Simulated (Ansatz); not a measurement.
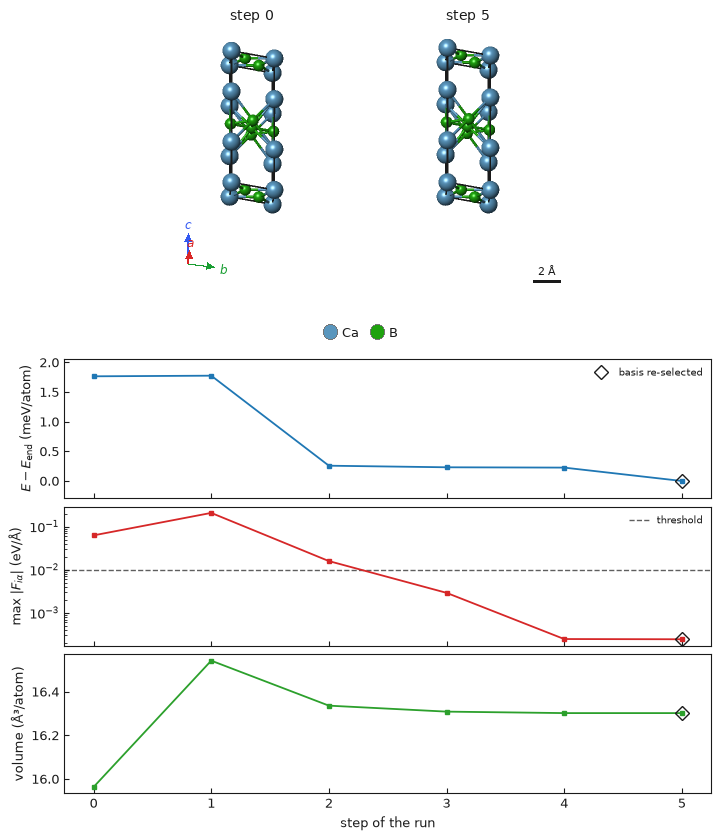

First and last geometry of a relaxation of solid Ca3B5 (a generated structure, set up in P6/mmm), with the history of the run. A ball-and-stick model of the cell of the calculation, seen from a free direction.

Level of theory: DFT PBE, scalar-relativistic, plane waves, PAW in Ansatz. Set-up: plane-wave cutoff 420 eV; k-point mesh 12 × 12 × 4; occupations gaussian; smearing width 0.1 eV; no spin polarisation; cell and atoms relaxed; force threshold 0.01 eV/Å; at most 80 steps.

**Did the run converge, and what did it change?**

It converged. The largest moves relative to the cell, 0.038 Å, are those of Ca atoms. B stays in place. Cell: a = b 3.788 → 3.785 Å (−0.1 %), c 10.277 → 10.514 Å (+2.3 %). Volume +2.1 %. Some distances before and after: Ca–Ca 3.174 → 3.285 Å, B–Ca 2.729 → 2.733 Å. The space group stays P6/mmm (No. 191). Over 4 accepted moves (5 points after the start) the energy falls by 1.8 meV per atom. Largest force component: 0.062 eV/Å at the start, 0.00024 eV/Å at the end. Pressure: 0.16 GPa at the start and 0.00 GPa at the end. The SCF was repeated once at an unchanged geometry on a basis and grid sized afresh for the cell, which shifted the energy by 0.2 meV per atom at most. The run took 81 s on 1 thread of AMD EPYC 7B13 (Zen 3), on a shared host, peak memory 0.54 GiB.
